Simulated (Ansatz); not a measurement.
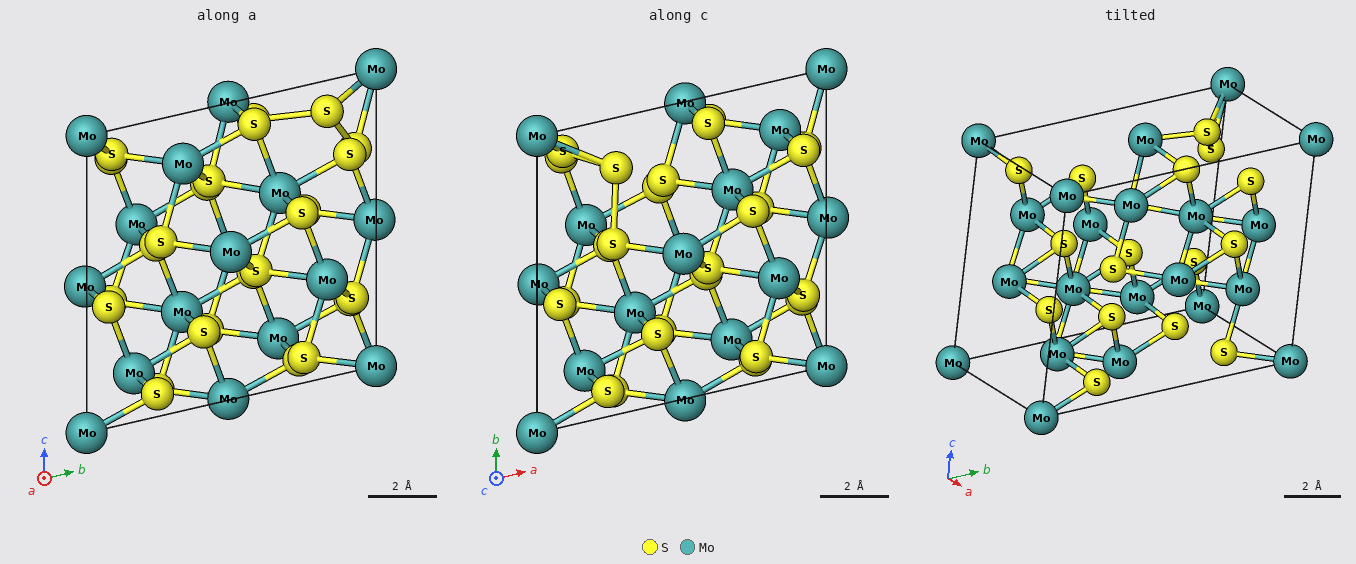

Crystal structure, ball-and-stick style, seen along the a axis, along the c axis and slightly off an axis. Lines trace the edges of the simulation cell.

In words:

- The formula is Mo11S25.
- Counting shared atoms by their share gives 11 Mo, 25 S, or 36 atoms.
- The bonds build Mo11S25 layers parallel to (111).

The starting point was a structure listed in the Materials Project, repeated into a supercell with a point defect put in. The atoms were relaxed in a fixed cell with Ansatz, DFT PBE+D3(BJ), scalar-relativistic, plane waves, PAW.
